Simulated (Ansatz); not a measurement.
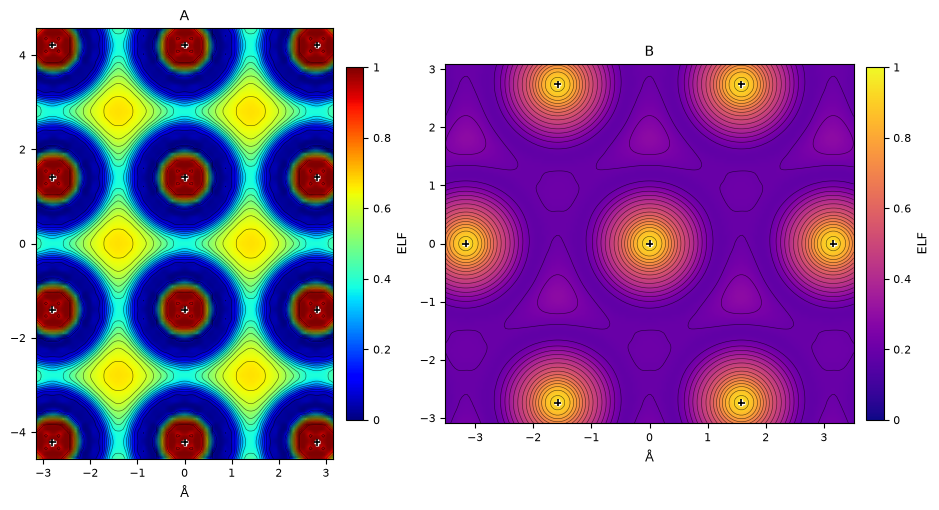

The ELF of 2 systems, each on a plane through atoms (crosses mark nuclei in the plane).

Theory: DFT, RPBE, plane waves (420 eV) with PAW, scalar-relativistic in Ansatz.

System 1: Li, the (001) plane of the conventional cell. Space group Pm-3m; set up as Li, simple cubic; a generated structure, not necessarily the stable one; changed on purpose from its base cell (volume × 1.04); computed without spin polarisation.

```
Li
1.0
     2.80951    0.00000    0.00000
     0.00000    2.80951    0.00000
     0.00000    0.00000    2.80951
Li
1
Direct
  0.00000 0.00000 0.00000
```

System 2: Cd, the (001) plane of the conventional cell. Space group P6₃/mmc; set up as Cd, dhcp; a generated structure, not necessarily the stable one; changed on purpose from its base cell (volume × 0.92); computed pressure about 3 GPa in this cell.

**Which map belongs to which system?**

Panel A is system 1, Li: the plane holds Li. Li–Li (2.81 Å): the ELF is about 0.40 at the midpoint. Panel B is system 2, Cd: the plane holds Cd. Cd–Cd (3.16 Å): the ELF is about 0.20 at the midpoint: no localised pair shows between them.
